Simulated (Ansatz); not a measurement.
**C: molecular dynamics (part 2 of 2)**

The same run, continued: C (slab, 32 atoms in the cell); DFT PBE-D3(BJ), scalar-relativistic, plane waves, PAW, PAW set soft_1, no spin polarisation (Ansatz 0.2.0); cutoff 420 eV, 2×2×1 k-mesh, Fermi–Dirac smearing of 0.05 eV. It belongs to a series of runs on one base structure; here: dynamics from the start.

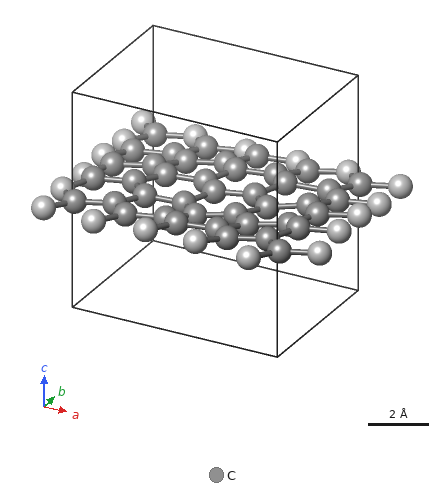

**Figure 1.** The geometry at step 65 of the log (ball-and-stick view of the cell of the calculation, with the vacuum cut short, seen slightly off an axis; neighbours outside the cell are drawn fainter).

**Output, continued**
```
--- Forces (eV/Å), atoms counted from 1 ---
  atom   1  C     -2.35180314     1.97132568    -0.05897295
  atom   2  C     -0.71428137    -1.17167370     0.32743420
  atom   3  C     -0.72517900    -1.92013044     0.73919991
  atom   4  C     -0.63480527    -1.32361113    -0.90995673
  atom   5  C     -0.54312157     1.19178326    -0.99461718
  atom   6  C      0.15755872    -0.64332912    -0.08312696
  atom   7  C      0.15069140    -1.94468616    -0.37364771
  atom   8  C     -1.31461762     1.07199010     0.65646517
  atom   9  C      0.62058905    -0.11064254    -0.45519049
  atom  10  C      0.08691967     1.22500859     0.32607539
  atom  11  C      2.38841433     2.31955364     1.29179554
  atom  12  C      1.49115267    -1.90009222    -1.55382338
  atom  13  C     -1.77106721     1.77676957     0.24238369
  atom  14  C     -0.41596233     0.74489128    -0.50259350
  atom  15  C      1.20998025     0.21469133     0.75535571
  atom  16  C      1.99865879    -2.49578911    -1.68637830
  atom  17  C     -2.25013735     2.36230447    -0.05382266
  atom  18  C      0.42648694     0.98206894     0.71581588
  atom  19  C     -1.74475628    -0.64681606     0.51571599
  atom  20  C     -0.46624560    -0.50009922    -0.31215013
  atom  21  C      2.44727490    -1.85359358     1.18859031
  atom  22  C     -1.59841858    -1.13101489    -0.24517943
  atom  23  C     -0.79119504    -0.52350597     0.88573345
  atom  24  C      0.02500253    -1.07759180    -0.85858085
  atom  25  C      2.19412551     0.36044763    -0.61514648
  atom  26  C     -0.07998727     0.66509419     0.15170981
  atom  27  C     -1.06793712    -0.69313038    -0.21356659
  atom  28  C     -0.22151211    -0.07473539     0.33994937
  atom  29  C      1.59593441     0.98995768    -0.80234212
  atom  30  C      0.11733151     0.22611933     1.15209590
  atom  31  C      2.73033608     2.65732766    -0.16766263
  atom  32  C     -0.94949310    -0.74886251     0.59857609
  max |Σ_I F_I| component: 1.38e-4 eV/Å
--- MD trajectory: 130 steps, t = 0.0 → 130.0 fs ---
  final state: T = 584.9 K   F+E_penalty+E_count = -8031.28817843 eV   E_kin = 2.419457 eV
```

**Trajectory as extended XYZ (Å, eV, eV/Å), 7 of the 131 frames kept, from step=0 to step=130**
```
32
Lattice="9.8640 0.0000 0.0000 -4.9320 8.5425 0.0000 0.0000 0.0000 13.0000" Properties=species:S:1:pos:R:3:forces:R:3 step=0 time_fs=0.0 energy=-8033.00315 temperature=484.4
C     0.0000    0.0000    1.0000    0.0000   0.0000   0.0000
C     1.2330    0.7119    1.0000    0.0000   0.0000   0.0000
C    -1.2330    2.1356    1.0000    0.0000   0.0000   0.0000
C     0.0000    2.8475    1.0000    0.0000   0.0000   0.0000
C    -2.4660    4.2712    1.0000    0.0000   0.0000   0.0000
C    -1.2330    4.9831    1.0000    0.0000   0.0000   0.0000
C    -3.6990    6.4069    1.0000    0.0000   0.0000   0.0000
C    -2.4660    7.1187    1.0000    0.0000   0.0000   0.0000
C     2.4660    0.0000    1.0000    0.0000   0.0000   0.0000
C     3.6990    0.7119    1.0000    0.0000   0.0000   0.0000
C     1.2330    2.1356    1.0000    0.0000   0.0000   0.0000
C     2.4660    2.8475    1.0000    0.0000   0.0000   0.0000
C     0.0000    4.2712    1.0000    0.0000   0.0000   0.0000
C     1.2330    4.9831    1.0000    0.0000   0.0000   0.0000
C    -1.2330    6.4069    1.0000    0.0000   0.0000   0.0000
C     0.0000    7.1187    1.0000    0.0000   0.0000   0.0000
C     4.9320    0.0000    1.0000    0.0000   0.0000   0.0000
C     6.1650    0.7119    1.0000    0.0000   0.0000   0.0000
C     3.6990    2.1356    1.0000    0.0000   0.0000   0.0000
C     4.9320    2.8475    1.0000    0.0000   0.0000   0.0000
C     2.4660    4.2712    1.0000    0.0000   0.0000   0.0000
C     3.6990    4.9831    1.0000    0.0000   0.0000   0.0000
C     1.2330    6.4069    1.0000    0.0000   0.0000   0.0000
C     2.4660    7.1187    1.0000    0.0000   0.0000   0.0000
C     7.3980    0.0000    1.0000    0.0000   0.0000   0.0000
C     8.6310    0.7119    1.0000    0.0000   0.0000   0.0000
C     6.1650    2.1356    1.0000    0.0000   0.0000   0.0000
C     7.3980    2.8475    1.0000    0.0000   0.0000   0.0000
C     4.9320    4.2712    1.0000    0.0000   0.0000   0.0000
C     6.1650    4.9831    1.0000    0.0000   0.0000   0.0000
C     3.6990    6.4069    1.0000    0.0000   0.0000   0.0000
C     4.9320    7.1187    1.0000    0.0000   0.0000   0.0000
32
Lattice="9.8640 0.0000 0.0000 -4.9320 8.5425 0.0000 0.0000 0.0000 13.0000" Properties=species:S:1:pos:R:3:forces:R:3 step=22 time_fs=22.0 energy=-8031.39554 temperature=411.5
C    -0.0019   -0.0072    1.0256    2.1137  -0.0128   0.2565
C     1.2558    0.7190    1.1315   -0.6515  -0.1229  -1.4630
C    -1.2203    2.0949    0.9807    0.7461   0.4911  -0.0236
C     0.0223    2.8501    0.9905   -0.7483  -1.0959   0.1088
C    -2.4931    4.2162    1.0884    2.0022   2.6101  -0.7051
C    -1.2170    4.9190    1.0598   -1.5026   1.7245  -0.3662
C    -3.6750    6.3893    0.9001    0.5147   0.8117   1.1641
C    -2.4526    7.0958    0.9447    1.2023  -0.5399   0.3432
C     2.4912   -0.0368    1.0653   -1.9727   0.8804  -0.2615
C     3.6829    0.6899    1.0278    0.9876   0.7585   0.2811
C     1.2617    2.1711    0.9994   -0.7930  -2.8723   0.7258
C     2.4845    2.8040    0.9815    1.9161   3.0014   0.1805
C     0.0045    4.2633    1.0097   -0.4716  -0.9056   0.1407
C     1.1905    4.9931    1.0007    3.6033  -0.6486   0.0070
C    -1.1941    6.3656    0.9858   -1.8459   0.0392   0.2283
C    -0.0158    7.1253    1.0127    1.8107  -1.2087   0.1589
C     4.8918   -0.0033    1.0524    1.6280  -0.0491  -0.4129
C     6.1358    0.7127    1.0261    1.0233  -0.3198  -1.2650
C     3.7443    2.1090    1.0030   -0.5011   0.7053  -0.0467
C     5.0043    2.8442    0.9821   -2.3521   0.7933   0.1840
C     2.4937    4.2745    0.9948   -1.3690  -0.8880  -0.5237
C     3.7219    4.9834    0.9658   -1.4077   1.1996   1.3858
C     1.2582    6.3920    1.0101   -1.7298   1.2815  -0.3397
C     2.4873    7.1261    0.9434   -1.7020  -1.0068   1.0553
C     7.3757   -0.0236    0.9383   -0.2573   1.0044   0.3606
C     8.6227    0.6386    0.9576   -0.2114   2.7792   0.1665
C     6.2137    2.1437    0.8924   -1.2515  -1.3412   1.3627
C     7.4232    2.8435    0.9793    0.3891  -1.7789   0.0056
C     4.9446    4.3045    1.0693    0.7426  -1.7774  -1.0937
C     6.1780    4.9960    1.0283   -0.2324  -1.3988  -0.0007
C     3.6725    6.4367    1.0845    3.8466  -1.2648  -1.6724
C     5.0050    7.1286    1.0083   -3.5263  -0.8485   0.0586
32
Lattice="9.8640 0.0000 0.0000 -4.9320 8.5425 0.0000 0.0000 0.0000 13.0000" Properties=species:S:1:pos:R:3:forces:R:3 step=43 time_fs=43.0 energy=-8031.18066 temperature=428.0
C    -0.0064   -0.0279    0.9959    0.0667   1.1587  -0.1563
C     1.2515    0.6528    1.0113   -0.1759   2.5983   0.0808
C    -1.2005    2.1851    1.0281   -0.3520  -1.7726   0.5601
C     0.0431    2.8086    1.1372    0.5111   1.8307  -1.3061
C    -2.4824    4.3209    1.0737    1.8761   0.2880   0.1173
C    -1.2050    5.0312    0.9982   -1.1352   0.0422   0.8777
C    -3.7022    6.4129    1.0175   -1.7010   0.1793  -0.0836
C    -2.5237    7.1353    0.9019    3.3224   1.0718   1.2229
C     2.4931    0.0326    0.9493    0.1125  -1.7826   0.3764
C     3.7724    0.7183    1.0369   -1.9060  -0.1925  -0.5133
C     1.2868    2.0950    1.0775   -0.9515   0.2355   0.1755
C     2.5116    2.8360    1.0547   -0.7106   0.4347  -0.7071
C     0.0215    4.2717    1.0205   -1.7263  -1.0823   0.6540
C     1.2092    4.9559    0.9971    2.1220   1.7333  -0.2803
C    -1.2335    6.4956    1.0439   -1.4961  -3.4356  -0.6219
C    -0.0081    7.1229    1.1552    1.0225   0.6615  -1.6059
C     4.9738   -0.0259    0.9849    0.1127   2.4400   1.1111
C     6.1880    0.7668    0.9916    0.3140  -3.1459   0.2514
C     3.7430    2.1488    1.0538    1.0971  -0.7001  -1.0376
C     4.9961    2.8353    0.8910   -2.2414   1.9646   1.0361
C     2.4683    4.2775    0.9049   -0.7222  -1.1491   1.4908
C     3.6671    4.9999    0.9940    0.3763   0.1329  -1.2143
C     1.2119    6.4011    1.0570   -0.5349  -0.6843   0.5721
C     2.4105    7.1307    1.0880    1.2216   0.5863  -0.8124
C     7.4172    0.0299    1.0320   -1.2680  -0.3266  -0.2173
C     8.6275    0.7218    0.9352    1.0009   0.6261   1.0832
C     6.2015    2.1359    0.9971    1.2600   2.6373   0.0300
C     7.4565    2.9236    1.1324   -1.6628  -2.1133  -1.4680
C     4.9073    4.3005    0.8988    1.3059  -1.0576   1.3352
C     6.1435    5.0011    1.0800   -0.2468   0.0470  -1.1028
C     3.6283    6.4284    0.9954    1.9701  -0.3483   0.8877
C     4.9104    7.1211    1.0462   -0.8612  -0.8775  -0.7356
32
Lattice="9.8640 0.0000 0.0000 -4.9320 8.5425 0.0000 0.0000 0.0000 13.0000" Properties=species:S:1:pos:R:3:forces:R:3 step=65 time_fs=65.0 energy=-8031.33203 temperature=474.0
C     0.0568    0.0450    0.9536   -1.4076  -1.0785   0.6979
C     1.2751    0.7383    0.9803   -0.1921   1.1094  -0.4533
C    -1.2203    2.1579    1.1760   -0.0490  -0.0255  -1.4736
C    -0.0093    2.8902    1.1488    1.5742  -0.4270  -0.1073
C    -2.4920    4.2856    1.0772    2.9589   1.1798  -0.0594
C    -1.2233    5.0086    1.1307   -0.3761   0.7136  -0.2655
C    -3.7089    6.4074    0.9687    1.5952   2.1263   0.1315
C    -2.4525    7.1258    0.9363    0.0942   1.2231   0.4215
C     2.5060    0.0414    0.9367   -0.2642  -1.6446  -0.1208
C     3.7487    0.7232    0.9136    0.1032  -0.7005   0.0961
C     1.2390    2.1807    0.9982   -0.4836  -1.6857   0.0804
C     2.4844    2.8014    0.8558   -0.8781   2.4000   0.5788
C     0.0229    4.3173    1.1456   -1.7343  -0.6376  -0.5130
C     1.2210    5.0267    1.0183    1.6196  -2.1895   1.5039
C    -1.2010    6.4590    1.0316   -1.0370  -1.8480   0.2106
C     0.0409    7.1304    1.0774   -1.2539   1.0672   0.6351
C     4.9965    0.0019    1.0760   -1.0976   1.2593  -1.3773
C     6.2034    0.7458    0.9535    0.3350  -1.0540   0.2975
C     3.7094    2.1278    0.7649    1.2753  -0.5590   1.2077
C     4.9523    2.8166    0.8852   -0.2790   2.7046  -1.2080
C     2.4614    4.2240    1.0089   -0.4544   1.5059  -1.0759
C     3.6765    4.9490    0.9830    1.2754   0.0546   0.5170
C     1.2194    6.4205    1.1788    1.9592  -0.2818  -1.3734
C     2.4704    7.0984    1.0995    0.5122   0.9456   0.4848
C     7.4285    0.0130    0.9905    0.2086  -0.8487   0.6141
C     8.6595    0.7177    1.0462    0.2305   0.8881  -0.1234
C     6.1918    2.1572    0.8628    0.7838  -0.0695   0.6658
C     7.4397    2.8952    0.9683   -1.6180  -1.6694   1.0107
C     4.9457    4.2909    0.8888    0.1316  -1.3851   1.1603
C     6.1937    5.0219    1.0554   -2.6827  -1.7090  -1.1637
C     3.6924    6.3517    1.1530    0.7564   2.9750  -1.7844
C     4.9615    7.1675    0.9657   -1.6056  -2.3392   0.7853
32
Lattice="9.8640 0.0000 0.0000 -4.9320 8.5425 0.0000 0.0000 0.0000 13.0000" Properties=species:S:1:pos:R:3:forces:R:3 step=87 time_fs=87.0 energy=-8030.92622 temperature=364.9
C    -0.0047   -0.0349    1.0017    0.7115   1.7247  -0.6311
C     1.2065    0.7160    0.8678    0.4508   0.4216   0.6488
C    -1.2406    2.1388    1.0652   -0.8902   0.0601   0.2086
C    -0.0326    2.8381    1.0823    1.3014   1.8769  -0.4230
C    -2.4821    4.2772    1.0143    2.1403  -0.5704   0.5957
C    -1.2257    4.9647    1.1075    0.7251   2.0526  -0.2733
C    -3.6875    6.3539    0.9252    1.3447   2.0016  -0.0246
C    -2.4460    7.1253    0.8344   -0.4839  -0.5257   1.8471
C     2.4656    0.0074    0.9209   -1.0523  -0.0117  -0.8618
C     3.6936    0.7002    0.9429    1.0911  -1.0930  -0.3550
C     1.1802    2.1754    0.8877    2.4297  -1.7070   0.3062
C     2.4781    2.8518    0.8355   -0.3125   0.8568  -0.4096
C     0.0494    4.2897    1.1334   -1.4911  -0.6924   0.3394
C     1.3066    4.9914    1.1694   -0.6719   0.7843  -1.5936
C    -1.2151    6.4541    1.0627   -1.2898  -3.8473  -0.1803
C     0.0076    7.0794    1.2066    0.7281   0.4931  -1.1863
C     4.9187   -0.0911    1.0764    0.7738   3.2139  -0.1666
C     6.1913    0.5974    1.0332   -2.0213   3.4704  -0.9730
C     3.7151    2.0983    0.7422   -1.2579   0.8756   0.9978
C     4.9322    2.8167    0.7715    0.6776  -0.3373   0.3761
C     2.5459    4.3351    0.9141   -2.2074  -3.2742   1.0674
C     3.7598    5.0046    1.0049   -0.7750  -1.0142  -0.6244
C     1.2741    6.4357    1.0999    0.2404  -1.5750   1.4422
C     2.5199    7.1328    1.0880   -0.4302  -0.9563  -0.1016
C     7.4416    0.0089    1.0003   -0.7920  -2.1338   0.7883
C     8.6217    0.7073    1.0065    1.7379   0.7479   0.1233
C     6.1627    2.0617    0.8746    0.5330   1.3461   1.2178
C     7.3888    2.8827    1.0788   -0.7352  -3.4688  -1.3483
C     4.9240    4.2505    0.8774    2.3122  -0.4991   0.3767
C     6.1844    4.9504    0.9834   -1.9918   0.4756  -0.7739
C     3.7293    6.3796    1.1121    1.2590   2.5364  -0.4230
C     4.9917    7.1075    1.0273   -2.0540  -1.2311   0.0140
32
Lattice="9.8640 0.0000 0.0000 -4.9320 8.5425 0.0000 0.0000 0.0000 13.0000" Properties=species:S:1:pos:R:3:forces:R:3 step=108 time_fs=108.0 energy=-8031.01372 temperature=489.1
C     0.0284    0.0021    0.9194    0.4628   2.0759   0.0301
C     1.2767    0.7347    0.8517   -1.2429  -0.3726  -0.5850
C    -1.2573    2.1633    0.9892    2.7050  -2.2285  -0.2019
C     0.0163    2.8414    0.9981   -0.8247   1.2123   0.3384
C    -2.4323    4.2222    1.0550   -0.2370   0.9822  -0.1586
C    -1.2283    5.0222    1.0799    0.6444  -2.1647   0.5144
C    -3.7068    6.3667    0.9517    1.7373   0.0616   1.0201
C    -2.4580    7.1122    1.0049   -2.5085   0.2318  -1.5142
C     2.4699   -0.0270    0.7452   -0.0704   0.4133   1.8579
C     3.6779    0.6785    0.8716    1.7219   0.3255   0.4763
C     1.2533    2.1692    0.9013    0.2453  -0.5966  -0.8118
C     2.4775    2.9019    0.7682    0.5003  -0.8496   1.9865
C     0.0548    4.2708    1.1341   -2.9649  -0.4553  -0.6705
C     1.2519    4.9325    1.1777    1.8603   3.3679   0.2327
C    -1.2794    6.4404    1.1005    3.7760  -1.4261   0.1189
C     0.0245    7.1254    1.1480   -0.3641  -0.3408   0.9511
C     4.9431    0.0062    1.1672   -0.8404  -0.6463  -1.7989
C     6.1810    0.7014    1.0737   -1.4131   0.8814   0.4021
C     3.6882    2.1009    0.8476   -1.6341   0.3898  -0.4182
C     4.8702    2.8050    0.9791    2.2222   0.3103   0.1800
C     2.5241    4.3229    1.0524   -1.2379  -2.4367  -1.0747
C     3.7503    5.0052    1.0506   -1.0893   0.1201   0.4278
C     1.2753    6.3950    1.2599   -0.9832  -0.1827  -1.2824
C     2.5262    7.1033    1.0917   -3.4579   1.8260   1.0045
C     7.3923    0.0276    1.0642    2.4014  -1.4797  -0.3231
C     8.6496    0.7395    0.9700   -0.6609  -0.9699   0.1904
C     6.1344    2.1241    1.0110    0.4475  -0.6157  -0.0407
C     7.3897    2.7833    0.9877   -1.1159   2.8023   0.5293
C     4.9046    4.2098    1.0572    2.2249   1.5159  -0.2801
C     6.1999    4.9113    1.0803   -1.8544   0.9774  -0.6628
C     3.6968    6.4266    1.0846    4.2667  -0.2051  -0.6959
C     4.9948    7.1596    0.9611   -2.7165  -2.5234   0.2583
32
Lattice="9.8640 0.0000 0.0000 -4.9320 8.5425 0.0000 0.0000 0.0000 13.0000" Properties=species:S:1:pos:R:3:forces:R:3 step=130 time_fs=130.0 energy=-8031.28818 temperature=584.9
C     0.0868   -0.0654    0.8650   -2.3518   1.9713  -0.0590
C     1.2962    0.6945    0.7936   -0.7143  -1.1717   0.3274
C    -1.1658    2.1486    0.8850   -0.7252  -1.9201   0.7392
C     0.0521    2.8552    0.9844   -0.6348  -1.3236  -0.9100
C    -2.4275    4.2359    1.0870   -0.5431   1.1918  -0.9946
C    -1.2029    4.9632    1.1164    0.1576  -0.6433  -0.0831
C    -3.6802    6.4066    0.9197    0.1507  -1.9447  -0.3736
C    -2.4272    7.0843    0.8712   -1.3146   1.0720   0.6565
C     2.5165   -0.0161    0.8746    0.6206  -0.1106  -0.4552
C     3.7478    0.6927    0.9379    0.0869   1.2250   0.3261
C     1.2259    2.0904    0.8469    2.3884   2.3196   1.2918
C     2.4388    2.8887    1.0348    1.4912  -1.9001  -1.5538
C     0.0599    4.2438    1.1135   -1.7711   1.7768   0.2424
C     1.2349    5.0128    1.1834   -0.4160   0.7449  -0.5026
C    -1.2429    6.3835    1.0697    1.2100   0.2147   0.7554
C    -0.0474    7.1512    1.2958    1.9987  -2.4958  -1.6864
C     4.9898   -0.0348    1.0844   -2.2501   2.3623  -0.0538
C     6.1947    0.6934    1.0132    0.4265   0.9821   0.7158
C     3.7493    2.1564    0.9751   -1.7448  -0.6468   0.5157
C     4.9838    2.8484    1.0749   -0.4662  -0.5001  -0.3122
C     2.4227    4.3228    1.0416    2.4473  -1.8536   1.1886
C     3.7104    4.9850    1.1176   -1.5984  -1.1310  -0.2452
C     1.2194    6.4454    1.2478   -0.7912  -0.5235   0.8857
C     2.4563    7.1388    1.2409    0.0250  -1.0776  -0.8586
C     7.4069    0.0004    1.1045    2.1941   0.3604  -0.6151
C     8.6899    0.6794    0.9229   -0.0800   0.6651   0.1517
C     6.2300    2.1354    1.0093   -1.0679  -0.6931  -0.2136
C     7.4590    2.8281    0.9771   -0.2215  -0.0747   0.3399
C     4.9266    4.2547    1.1157    1.5959   0.9900  -0.8023
C     6.1815    4.9595    0.9840    0.1173   0.2261   1.1521
C     3.6503    6.3646    1.1089    2.7303   2.6573  -0.1677
C     4.9497    7.0853    0.9241   -0.9495  -0.7489   0.5986
```

**Results in brief**

```tsv
quantity	value
outcome	finished
mean temperature over the second half	441 K
trajectory	130 steps, 130 fs
ensemble	nvt_langevin
temperature in the input	500.0 K
time step	1 fs
electrons treated	128
potential energy (free energy of the electrons) (last step)	−8031.2882 eV
Fermi energy (last step)	−1.393 eV
largest force (length of the vector) (last step)	3.814 eV/Å
hardware	2 threads of Arm Neoverse V1, 24 GiB of memory available, shared host
wall time	22 min (CPU time 43 min)
peak memory	1.8 GiB
```

**Remarks**

The input asks for low accuracy. So short a trajectory is not equilibrated. The logged temperature at the start can lie below the typed one, since it is counted over all degrees of freedom.
